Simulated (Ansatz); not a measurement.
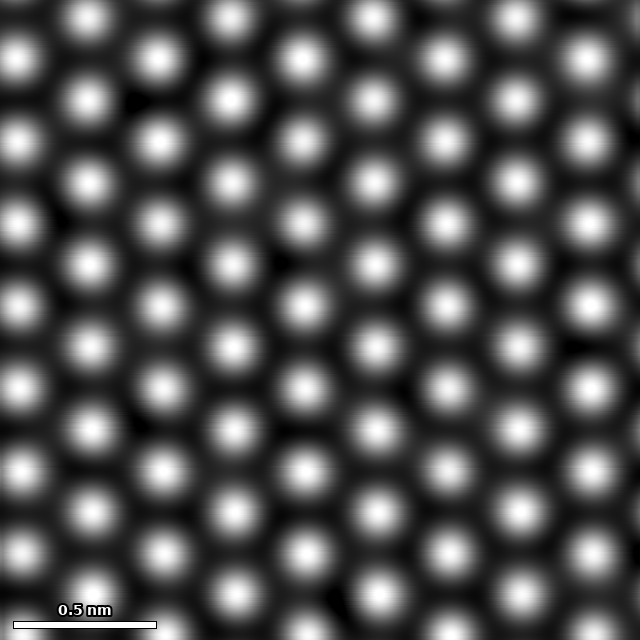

Dark-field STEM-like image of Zr (P6/mmm, No. 191). Simulation: incoherent imaging, intensity Z^1.7 per atom, probe width 1.30 Å, thin sample. The probe carries 25 % of its weight in a tail 2.5 times as wide. The display is stretched by a gamma of 0.8; percentages refer to the linear signal. A slight drift and the speckle of an amorphous layer were added. Model: a calculation's starting geometry; the starting structure was generated, so it need not be a known form of this composition.

```
Zr
1.0
     5.04262    0.00000    0.00000
    -2.52131    4.36703    0.00000
     0.00000    0.00000    3.15319
Zr
3
Direct
  0.00000 0.00000 0.00000
  0.33333 0.66667 0.50000
  0.66667 0.33333 0.50000
```

Question: Which beam direction gives this image, [201], [102], [100] or [001]? (Directions equivalent by symmetry count as one.)

Answer: [001]. The projected cells are 1.50 × 1.64 Å, 117° for [201]; 1.97 × 4.37 Å, 90° for [102]; 3.15 × 4.37 Å, 90° for [100]; 2.91 × 2.91 Å, 120° for [001], and the image repeats as the [001] one does.
